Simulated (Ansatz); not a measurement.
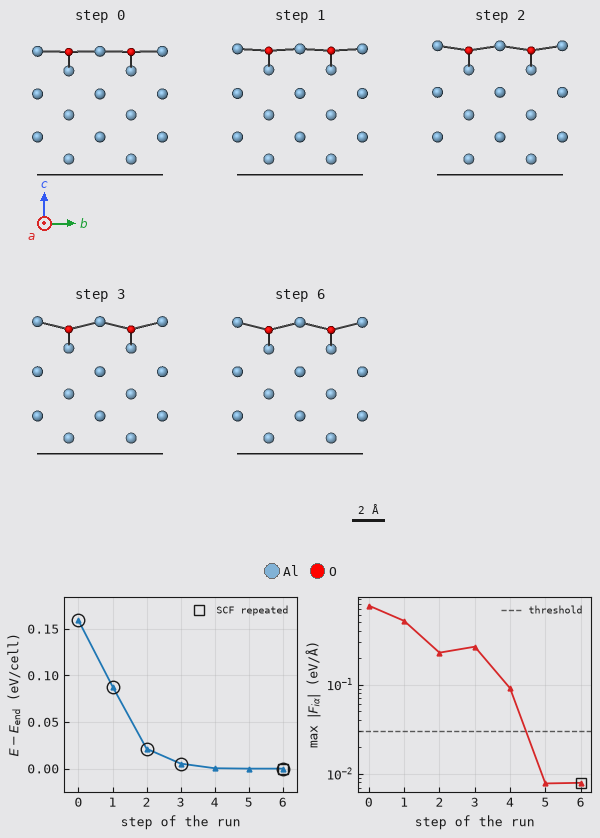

Frames of a constrained relaxation of a slab of composition Al6O (cut from the Fm-3m phase), marked on the history of the run. Style: ball-and-stick. Shown: the 2 × 2 repeat of the cell, outlined in the plane, without the vacuum, along the a axis.

Case: O put at a bridge Al-Al site. The slab is the (1 1 0) face of Al with O on it. 3 atoms are held fixed.

Level of theory: Ansatz, DFT PBEsol, scalar-relativistic, plane waves, PAW.

The input:
```yaml
crystal:
  lattice:
    - [2.8394270062, 0.0, 0.0]
    - [0.0, 4.0155561815, 0.0]
    - [0.0, 0.0, 26.0985675155]
  atoms:
    - { symbol: Al, position: [0.5, 0.5, 0.3256883733] }
    - { symbol: Al, position: [0.0, 0.0, 0.3800865123] }
    - { symbol: Al, position: [0.5, 0.5, 0.4344846513] }
    - { symbol: Al, position: [0.0, 0.0, 0.4863154555] }
    - { symbol: Al, position: [0.5, 0.5, 0.5431153486] }
    - { symbol: Al, position: [0.0, 0.0, 0.5914115929] }
    - { symbol: O, position: [0.0, 0.5, 0.5898789418] }
basis:
  ecutwfc: 420
kpoints:
  mp_grid: { grid: [10, 7, 1] }
hamiltonian:
  xc: pbesol
scf:
  occupations: { method: gaussian, width: 0.1 }
output:
  forces: true
  eigenvalues: true
  write_density: true
  write_potential: true
  elf: true
  volumetric_format: npy
relax:
  adjacent_minimum: "off"
  f_tol: 0.03
  max_steps: 70
  constraints: [{ sites: [0, 1, 2] }]
efield:
  axis: 3
  dipole_correction: true
  ramp_width: 0.04
```

Command:
```bash
ansatz run input.yaml --threads 1 --pin off --max-ram 2560MiB --backend cpu --events-out ev --progress --plain --runs-dir out
```

### What happens along the run?

The atom that moves furthest is Al6 (0.51 Å along the normal (+c)). By element the largest moves are Al 0.51 Å, O 0.06 Å. The cell doesn't change. Near-neighbour distances that change, for instance: Al6–O7 2.008 → 2.069 Å. Among the angles between lasting bonds that change: O7–Al6–O7 177.7° → 152.1°, Al6–O7–Al6 177.7° → 152.1°, Al5–O7–Al6 90.7° → 99.1°. Over 5 accepted moves (6 points after the start) the energy falls by 0.159 eV per cell of the calculation. The largest force component goes from 0.77 to 0.0079 eV/Å. 1 step only repeated the SCF at the same geometry. From step 0 to 1: Al6 moves most (0.16 Å), energy −70.9 meV per cell of the calculation. From step 1 to 2: Al6 moves most (0.20 Å), energy −66.8 meV per cell of the calculation. From step 2 to 3: Al6 moves most (0.20 Å), energy −16.0 meV per cell of the calculation. From step 3 to 6: Al5 moves most (0.06 Å), energy −5.4 meV per cell of the calculation.

Limits of the set-up: the periodic images lie only 2.8 Å apart, so the values are limited by the cell's size.
